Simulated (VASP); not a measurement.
# Geometry relaxation of Co (part 1 of 5)

System: Co (slab, 6 atoms in the cell).
Method: Kohn-Sham DFT of a periodic cell, PBEsol, VASP PAW PBE potentials, recommended, spin-polarised (VASP 6.6.1).

The structure derives from an entry of the Crystallography Open Database. It belongs to a series of runs on one base structure; here: the (1 1 1) slab of Co, cut from the database cell, not relaxed.

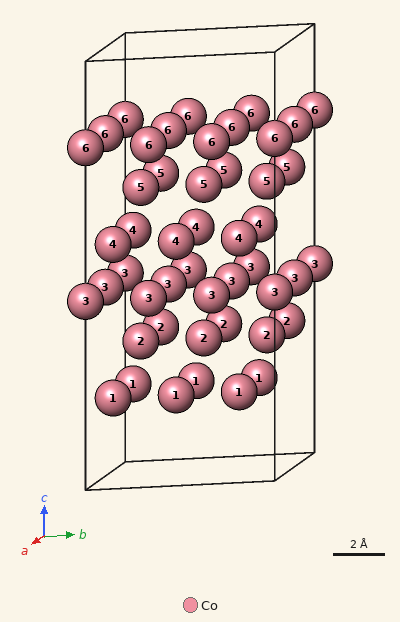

The structure as given in the input (spheres-only view of the 2 × 3 repeat of the cell, with the vacuum cut short, seen slightly off an axis; atoms are numbered from 1 in the order of the input).

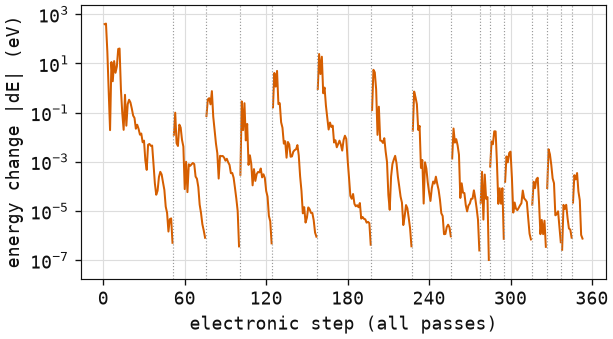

Convergence of the self-consistent field: energy change |dE| against the electronic step. Each stretch between dotted lines is the SCF of one geometry step of a relaxation. The 16 ionic steps take 7 to 51 electronic steps each. The density is held fixed in the first few steps, and dE rises again when its update begins.

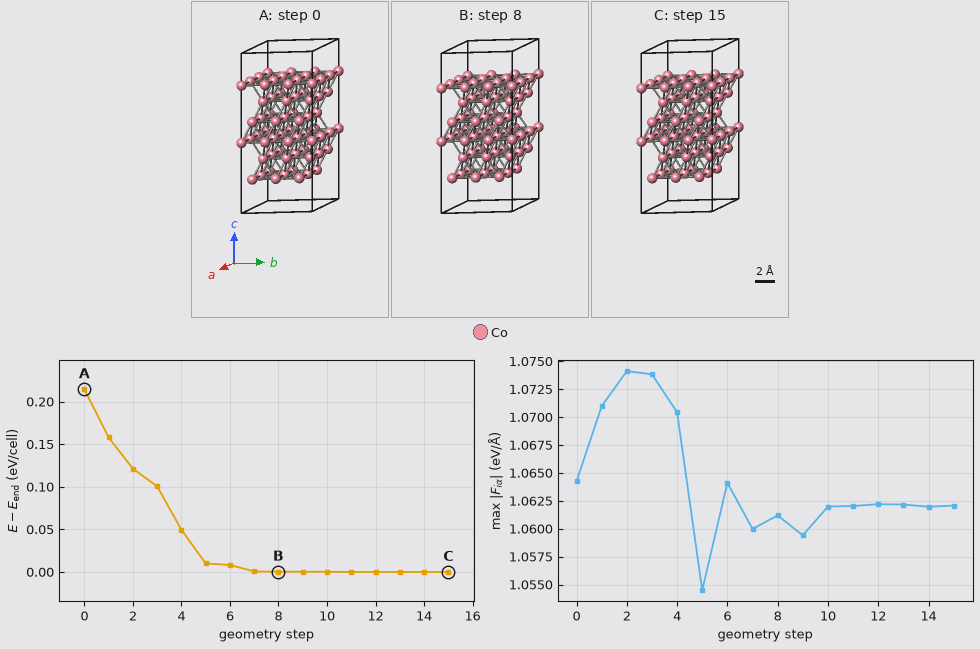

Frames of the relaxation (ball-and-stick view of the 3 × 3 repeat of the cell, with the vacuum cut short, seen slightly off an axis) above the curves, on which the letters mark them (steps are counted from 0).

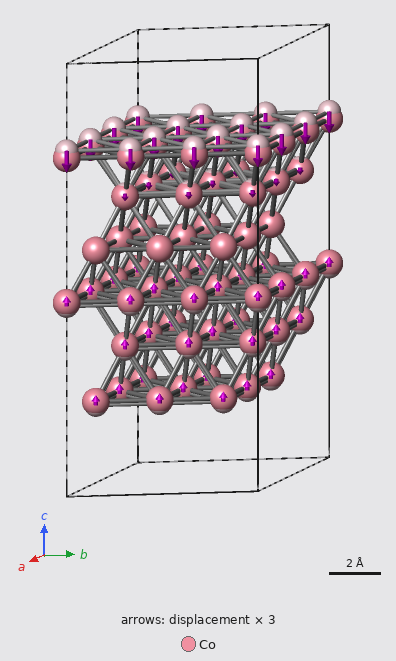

Start (faint) and end (solid) with the displacements as pink arrows, magnified 3 times (ball-and-stick view of the 3 × 3 repeat of the cell, with the vacuum cut short, seen slightly off an axis). Co6 moves most: 0.29 Å. The lattice vectors keep their values. Among the contacts that change: Co5–Co6 2.540 → 2.385 Å, Co3–Co4 2.540 → 2.417 Å, Co4–Co5 2.540 → 2.473 Å. The energy falls by 0.214 eV per cell of the calculation in 15 geometry steps. The largest force component goes from 1.1 to 1.1 eV/Å. (Atoms are counted from 1 in the order of the input.)

The input and output of the run follow.

### INCAR
```
SYSTEM = Co
ALGO = Fast
DIPOL = 0.5 0.5 0.500
EDIFF = 1E-6
EDIFFG = -0.01
ENCUT = 520
GGA = PS
IBRION = 2
IDIPOL = 3
ISIF = 2
ISMEAR = 0
ISPIN = 2
LASPH = .True.
LCHARG = .False.
LDIPOL = .True.
LMAXMIX = 4
LORBIT = 11
LREAL = .False.
LWAVE = .False.
MAGMOM = 2 2 2 2 2 2
NELM = 120
NSW = 40
PREC = Accurate
SIGMA = 0.05
```

### KPOINTS
```
k-points
0
Gamma
  9 9 1
  0 0 0
```

### POSCAR
```
Co
1.0
    2.5395032940      0.0000000000      0.0000000000
   -1.2697516470      2.1992743656      0.0000000000
    0.0000000000      0.0000000000     25.3674787838
Co
6
Selective dynamics
Direct
    0.6666666667      0.3333333333      0.2956541351  F F F
    0.3333333333      0.6666666667      0.3773924811  F F F
    0.0000000000      0.0000000000      0.4591308270  F F F
    0.6666666667      0.3333333333      0.5408691730  T T T
    0.3333333333      0.6666666667      0.6226075189  T T T
    0.0000000000      0.0000000000      0.7043458649  T T T
```

Run as:
```bash
cat potpaw_PBE.64/Co/POTCAR > POTCAR
mpirun -np 1 vasp_std > vasp.out
```

### OSZICAR
```
N       E                     dE             d eps       ncg     rms          rms(c)
DAV:   1     0.399686371596E+03    0.39969E+03   -0.24111E+04  1824   0.159E+03
DAV:   2    -0.207649981427E+02   -0.42045E+03   -0.39901E+03  1830   0.338E+02
DAV:   3    -0.506426482407E+02   -0.29878E+02   -0.26727E+02  2004   0.128E+02
DAV:   4    -0.513593796124E+02   -0.71673E+00   -0.69852E+00  2010   0.215E+01
DAV:   5    -0.513787872671E+02   -0.19408E-01   -0.19404E-01  2746   0.237E+00    0.254E+01
RMM:   6    -0.628222884685E+02   -0.11444E+02   -0.89379E+01  1825   0.881E+01    0.458E+01
RMM:   7    -0.609327334184E+02    0.18896E+01   -0.18778E+01  1836   0.312E+01    0.504E+01
RMM:   8    -0.484172710960E+02    0.12515E+02   -0.82111E+00  1840   0.261E+01    0.299E+01
RMM:   9    -0.525979909541E+02   -0.41807E+01   -0.10831E+01  1855   0.279E+01    0.474E+01
RMM:  10    -0.450741105144E+02    0.75239E+01   -0.40100E+00  1845   0.194E+01    0.325E+01
RMM:  11    -0.839854275362E+02   -0.38911E+02   -0.33490E+00  1871   0.125E+01    0.612E+01
RMM:  12    -0.432367180259E+02    0.40749E+02   -0.15224E+00  1848   0.984E+00    0.226E+01
RMM:  13    -0.423451915249E+02    0.89153E+00   -0.99974E-01  1849   0.776E+00    0.159E+01
RMM:  14    -0.422502662739E+02    0.94925E-01   -0.46041E-01  1850   0.554E+00    0.115E+01
RMM:  15    -0.422702235354E+02   -0.19957E-01   -0.49482E-01  1862   0.495E+00    0.463E+00
RMM:  16    -0.428020950292E+02   -0.53187E+00   -0.37477E-01  1886   0.397E+00    0.745E+00
RMM:  17    -0.427726543162E+02    0.29441E-01   -0.17440E-01  1853   0.359E+00    0.518E+00
RMM:  18    -0.429935738421E+02   -0.22092E+00   -0.63059E-01  2016   0.369E+00    0.386E+00
RMM:  19    -0.433279104350E+02   -0.33434E+00   -0.86842E-01  2080   0.361E+00    0.239E+00
RMM:  20    -0.435888905549E+02   -0.26098E+00   -0.16709E-01  1893   0.219E+00    0.423E+00
RMM:  21    -0.437364892787E+02   -0.14760E+00   -0.10591E-01  1909   0.135E+00    0.275E+00
RMM:  22    -0.438125248283E+02   -0.76036E-01   -0.45340E-02  1888   0.101E+00    0.238E+00
RMM:  23    -0.438733377727E+02   -0.60813E-01   -0.79607E-02  1964   0.121E+00    0.127E+00
RMM:  24    -0.438954449255E+02   -0.22107E-01   -0.18725E-02  1881   0.503E-01    0.108E+00
RMM:  25    -0.439276557655E+02   -0.32211E-01   -0.23373E-02  1939   0.480E-01    0.114E+00
RMM:  26    -0.439496089655E+02   -0.21953E-01   -0.32970E-02  2014   0.520E-01    0.829E-01
RMM:  27    -0.439623638181E+02   -0.12755E-01   -0.87499E-03  1906   0.291E-01    0.515E-01
RMM:  28    -0.439765036622E+02   -0.14140E-01   -0.38633E-03  1901   0.237E-01    0.638E-01
RMM:  29    -0.439827366763E+02   -0.62330E-02   -0.36791E-03  1954   0.220E-01    0.599E-01
RMM:  30    -0.439900073601E+02   -0.72707E-02   -0.29838E-03  1974   0.190E-01    0.746E-01
RMM:  31    -0.439888943272E+02    0.11130E-02   -0.79229E-04  1872   0.155E-01    0.793E-01
RMM:  32    -0.439884255011E+02    0.46883E-03   -0.62128E-04  1887   0.132E-01    0.643E-01
RMM:  33    -0.439933501155E+02   -0.49246E-02   -0.27485E-04  1871   0.688E-02    0.507E-01
RMM:  34    -0.439986728143E+02   -0.53227E-02   -0.21536E-04  1888   0.755E-02    0.413E-01
RMM:  35    -0.440031365269E+02   -0.44637E-02   -0.39333E-04  2001   0.875E-02    0.334E-01
RMM:  36    -0.440077259093E+02   -0.45894E-02   -0.18944E-04  1895   0.644E-02    0.260E-01
RMM:  37    -0.440085358154E+02   -0.80991E-03   -0.48261E-05  1846   0.282E-02    0.210E-01
RMM:  38    -0.440084036181E+02    0.13220E-03   -0.31676E-05  1832   0.267E-02    0.177E-01
RMM:  39    -0.440083579858E+02    0.45632E-04   -0.12489E-05  1689   0.167E-02    0.150E-01
RMM:  40    -0.440084240706E+02   -0.66085E-04   -0.37837E-05  1911   0.253E-02    0.968E-02
RMM:  41    -0.440086643297E+02   -0.24026E-03   -0.48782E-05  1975   0.271E-02    0.391E-02
RMM:  42    -0.440090554519E+02   -0.39112E-03   -0.29858E-05  1728   0.168E-02    0.142E-02
RMM:  43    -0.440093601430E+02   -0.30469E-03   -0.10518E-05  1338   0.948E-03    0.159E-02
RMM:  44    -0.440095049351E+02   -0.14479E-03   -0.53462E-06  1187   0.496E-03    0.116E-02
RMM:  45    -0.440095765071E+02   -0.71572E-04   -0.30505E-06  1110   0.413E-03    0.946E-03
RMM:  46    -0.440095914538E+02   -0.14947E-04   -0.28776E-07   972   0.214E-03    0.912E-03
RMM:  47    -0.440095998142E+02   -0.83605E-05   -0.24253E-07   802   0.162E-03    0.796E-03
RMM:  48    -0.440096012679E+02   -0.14537E-05   -0.10493E-07   546   0.123E-03    0.613E-03
RMM:  49    -0.440096059070E+02   -0.46391E-05   -0.22699E-07   779   0.171E-03    0.460E-03
RMM:  50    -0.440096108903E+02   -0.49833E-05   -0.24116E-07   650   0.136E-03    0.308E-03
RMM:  51    -0.440096113966E+02   -0.50622E-06   -0.67184E-08   531   0.117E-03
   1 F= -.44009611E+02 E0= -.44004911E+02  d E =-.440096E+02  mag=     9.9211
       N       E                     dE             d eps       ncg     rms          rms(c)
DAV:   1    -0.440222120902E+02   -0.12601E-01   -0.12894E+01  1830   0.168E+01    0.167E+00
RMM:   2    -0.441217952558E+02   -0.99583E-01   -0.24263E-01  1847   0.428E+00    0.435E+00
RMM:   3    -0.441274901488E+02   -0.56949E-02   -0.17390E-01  1843   0.366E+00    0.419E+00
RMM:   4    -0.441318871613E+02   -0.43970E-02   -0.63704E-02  1840   0.222E+00    0.350E+00
RMM:   5    -0.440992941034E+02    0.32593E-01   -0.26413E-02  1851   0.151E+00    0.252E+00
RMM:   6    -0.440744990930E+02    0.24795E-01   -0.10394E-02  1992   0.704E-01    0.137E+00
RMM:   7    -0.440667348677E+02    0.77642E-02   -0.44384E-03  1848   0.532E-01    0.950E-01
RMM:   8    -0.440625832853E+02    0.41516E-02   -0.23848E-03  1844   0.460E-01    0.283E-01
RMM:   9    -0.440625057081E+02    0.77577E-04   -0.13691E-03  1847   0.299E-01    0.475E-01
RMM:  10    -0.440615044331E+02    0.10013E-02   -0.11484E-03  1846   0.311E-01    0.308E-01
RMM:  11    -0.440615627640E+02   -0.58331E-04   -0.30131E-04  1854   0.116E-01    0.660E-02
RMM:  12    -0.440623564885E+02   -0.79372E-03   -0.11338E-04  1922   0.680E-02    0.652E-02
RMM:  13    -0.440630396287E+02   -0.68314E-03   -0.43785E-05  1974   0.342E-02    0.270E-02
RMM:  14    -0.440638278974E+02   -0.78827E-03   -0.32440E-05  1663   0.186E-02    0.290E-02
RMM:  15    -0.440647210822E+02   -0.89318E-03   -0.47948E-05  1582   0.160E-02    0.173E-02
RMM:  16    -0.440655315956E+02   -0.81051E-03   -0.76288E-05  1670   0.170E-02    0.215E-02
RMM:  17    -0.440657814247E+02   -0.24983E-03   -0.16951E-05  1460   0.113E-02    0.117E-02
RMM:  18    -0.440659851421E+02   -0.20372E-03   -0.14806E-05  1350   0.902E-03    0.619E-03
RMM:  19    -0.440660793559E+02   -0.94214E-04   -0.83205E-06  1245   0.676E-03    0.547E-03
RMM:  20    -0.440660974668E+02   -0.18111E-04   -0.86217E-07  1069   0.462E-03    0.656E-03
RMM:  21    -0.440661057202E+02   -0.82533E-05   -0.48335E-07   979   0.275E-03    0.726E-03
RMM:  22    -0.440661085860E+02   -0.28658E-05   -0.27793E-07   898   0.227E-03    0.567E-03
RMM:  23    -0.440661101903E+02   -0.16043E-05   -0.18856E-07   800   0.168E-03    0.391E-03
RMM:  24    -0.440661110015E+02   -0.81120E-06   -0.24995E-07   640   0.143E-03
   2 F= -.44066111E+02 E0= -.44061908E+02  d E =-.564996E-01  mag=     9.8863
       N       E                     dE             d eps       ncg     rms          rms(c)
DAV:   1    -0.439931751758E+02    0.72935E-01   -0.31408E+01  1824   0.268E+01    0.264E+00
RMM:   2    -0.443359970808E+02   -0.34282E+00   -0.74777E-01  1845   0.740E+00    0.827E+00
RMM:   3    -0.447245754080E+02   -0.38858E+00   -0.42530E-01  1844   0.530E+00    0.108E+01
RMM:   4    -0.449420238087E+02   -0.21745E+00   -0.17457E-01  1862   0.304E+00    0.129E+01
RMM:   5    -0.441908597350E+02    0.75116E+00   -0.11858E-01  1847   0.313E+00    0.386E+00
RMM:   6    -0.441220658572E+02    0.68794E-01   -0.36724E-02  1867   0.161E+00    0.224E+00
RMM:   7    -0.441024426601E+02    0.19623E-01   -0.14792E-02  1861   0.100E+00    0.121E+00
RMM:   8    -0.440968938644E+02    0.55488E-02   -0.84349E-03  1843   0.812E-01    0.638E-01
RMM:   9    -0.440946514089E+02    0.22425E-02   -0.29127E-03  1852   0.441E-01    0.671E-01
RMM:  10    -0.440944435244E+02    0.20788E-03   -0.21188E-03  1847   0.396E-01    0.533E-01
RMM:  11    -0.440926926701E+02    0.17509E-02   -0.24179E-03  1872   0.346E-01    0.211E-01
RMM:  12    -0.440943905567E+02   -0.16979E-02   -0.91395E-04  1861   0.160E-01    0.157E-01
RMM:  13    -0.440961161310E+02   -0.17256E-02   -0.33034E-04  1896   0.996E-02    0.774E-02
RMM:  14    -0.440975998742E+02   -0.14837E-02   -0.11292E-04  2002   0.524E-02    0.299E-02
RMM:  15    -0.440987094724E+02   -0.11096E-02   -0.42392E-05  1995   0.274E-02    0.254E-02
RMM:  16    -0.441000378645E+02   -0.13284E-02   -0.28294E-05  1505   0.151E-02    0.112E-02
RMM:  17    -0.441009922113E+02   -0.95435E-03   -0.20387E-05  1400   0.118E-02    0.107E-02
RMM:  18    -0.441017375370E+02   -0.74533E-03   -0.22956E-05  1368   0.104E-02    0.118E-02
RMM:  19    -0.441020816294E+02   -0.34409E-03   -0.75936E-06  1246   0.744E-03    0.677E-03
RMM:  20    -0.441024331988E+02   -0.35157E-03   -0.13551E-05  1275   0.760E-03    0.735E-03
RMM:  21    -0.441026591552E+02   -0.22596E-03   -0.10694E-05  1238   0.606E-03    0.417E-03
RMM:  22    -0.441027468444E+02   -0.87689E-04   -0.34424E-06  1123   0.396E-03    0.199E-03
RMM:  23    -0.441027787650E+02   -0.31921E-04   -0.16390E-06  1065   0.327E-03    0.263E-03
RMM:  24    -0.441027886934E+02   -0.99283E-05   -0.76271E-07   909   0.239E-03    0.302E-03
RMM:  25    -0.441027883317E+02    0.36169E-06   -0.31274E-07   839   0.182E-03
   3 F= -.44102788E+02 E0= -.44098844E+02  d E =-.931769E-01  mag=     9.8754
       N       E                     dE             d eps       ncg     rms          rms(c)
DAV:   1    -0.441024925962E+02    0.29610E-03   -0.69401E+00  1860   0.123E+01    0.137E+00
RMM:   2    -0.443900631724E+02   -0.28757E+00   -0.22178E-01  1845   0.395E+00    0.793E+00
RMM:   3    -0.444095065284E+02   -0.19443E-01   -0.10223E-01  1833   0.269E+00    0.667E+00
RMM:   4    -0.441671266214E+02    0.24238E+00   -0.36825E-02  1852   0.150E+00    0.307E+00
RMM:   5    -0.441596971007E+02    0.74295E-02   -0.30537E-02  1849   0.150E+00    0.265E+00
RMM:   6    -0.441249532966E+02    0.34744E-01   -0.16157E-02  1836   0.124E+00    0.719E-01
RMM:   7    -0.441242050616E+02    0.74824E-03   -0.44231E-03  1854   0.565E-01    0.583E-01
RMM:   8    -0.441223625063E+02    0.18426E-02   -0.15663E-03  1838   0.382E-01    0.172E-01
RMM:   9    -0.441215312876E+02    0.83122E-03   -0.62883E-04  1849   0.179E-01    0.269E-01
RMM:  10    -0.441214212027E+02    0.11008E-03   -0.54188E-04  1850   0.205E-01    0.242E-01
RMM:  11    -0.441209175776E+02    0.50363E-03   -0.27499E-04  1856   0.145E-01    0.154E-01
RMM:  12    -0.441210840786E+02   -0.16650E-03   -0.87575E-05  1863   0.565E-02    0.602E-02
RMM:  13    -0.441214002152E+02   -0.31614E-03   -0.33135E-05  1896   0.362E-02    0.169E-02
RMM:  14    -0.441217867613E+02   -0.38655E-03   -0.17749E-05  1676   0.177E-02    0.184E-02
RMM:  15    -0.441221576454E+02   -0.37088E-03   -0.14102E-05  1347   0.111E-02    0.136E-02
RMM:  16    -0.441226921040E+02   -0.53446E-03   -0.40134E-05  1455   0.118E-02    0.128E-02
RMM:  17    -0.441229248902E+02   -0.23279E-03   -0.90790E-06  1320   0.813E-03    0.730E-03
RMM:  18    -0.441232358828E+02   -0.31099E-03   -0.17510E-05  1349   0.797E-03    0.451E-03
RMM:  19    -0.441234558031E+02   -0.21992E-03   -0.99520E-06  1240   0.599E-03    0.596E-03
RMM:  20    -0.441235209677E+02   -0.65165E-04   -0.20257E-06  1030   0.322E-03    0.199E-03
RMM:  21    -0.441235594469E+02   -0.38479E-04   -0.24919E-06  1048   0.299E-03    0.240E-03
RMM:  22    -0.441235531843E+02    0.62627E-05   -0.52707E-07   874   0.194E-03    0.292E-03
RMM:  23    -0.441235493969E+02    0.37874E-05   -0.60288E-08   576   0.122E-03    0.121E-03
RMM:  24    -0.441235498776E+02   -0.48077E-06   -0.45510E-08   439   0.107E-03
   4 F= -.44123550E+02 E0= -.44119557E+02  d E =-.207615E-01  mag=     9.8724
       N       E                     dE             d eps       ncg     rms          rms(c)
DAV:   1    -0.439578708993E+02    0.16568E+00   -0.64556E+01  1824   0.390E+01    0.426E+00
RMM:   2    -0.480775697214E+02   -0.41197E+01   -0.31649E+00  1840   0.137E+01    0.238E+01
RMM:   3    -0.492250825947E+02   -0.11475E+01   -0.87299E-01  1840   0.744E+00    0.322E+01
RMM:   4    -0.442287172043E+02    0.49964E+01   -0.49838E-01  1843   0.599E+00    0.489E+00
RMM:   5    -0.444507377982E+02   -0.22202E+00   -0.31026E-01  1853   0.449E+00    0.790E+00
RMM:   6    -0.442088387731E+02    0.24190E+00   -0.16894E-01  1839   0.399E+00    0.360E+00
RMM:   7    -0.441681417527E+02    0.40697E-01   -0.48250E-02  1895   0.180E+00    0.239E+00
RMM:   8    -0.441439759080E+02    0.24166E-01   -0.17822E-02  1848   0.120E+00    0.955E-01
RMM:   9    -0.441494566941E+02   -0.54808E-02   -0.11422E-02  1845   0.886E-01    0.159E+00
RMM:  10    -0.441425684153E+02    0.68883E-02   -0.86607E-03  1842   0.862E-01    0.995E-01
RMM:  11    -0.441440370564E+02   -0.14686E-02   -0.65441E-03  1861   0.534E-01    0.427E-01
RMM:  12    -0.441504350198E+02   -0.63980E-02   -0.27187E-03  1871   0.286E-01    0.262E-01
RMM:  13    -0.441554879077E+02   -0.50529E-02   -0.15255E-03  1916   0.182E-01    0.250E-01
RMM:  14    -0.441570901317E+02   -0.16022E-02   -0.56474E-04  1993   0.122E-01    0.985E-02
RMM:  15    -0.441587542281E+02   -0.16641E-02   -0.44865E-04  2098   0.696E-02    0.707E-02
RMM:  16    -0.441613472582E+02   -0.25930E-02   -0.57087E-04  1948   0.567E-02    0.503E-02
RMM:  17    -0.441643549592E+02   -0.30077E-02   -0.21240E-04  1893   0.356E-02    0.466E-02
RMM:  18    -0.441675777063E+02   -0.32227E-02   -0.94185E-05  1868   0.245E-02    0.285E-02
RMM:  19    -0.441723661746E+02   -0.47885E-02   -0.12883E-04  1843   0.239E-02    0.215E-02
RMM:  20    -0.441741701524E+02   -0.18040E-02   -0.51013E-05  1750   0.182E-02    0.239E-02
```
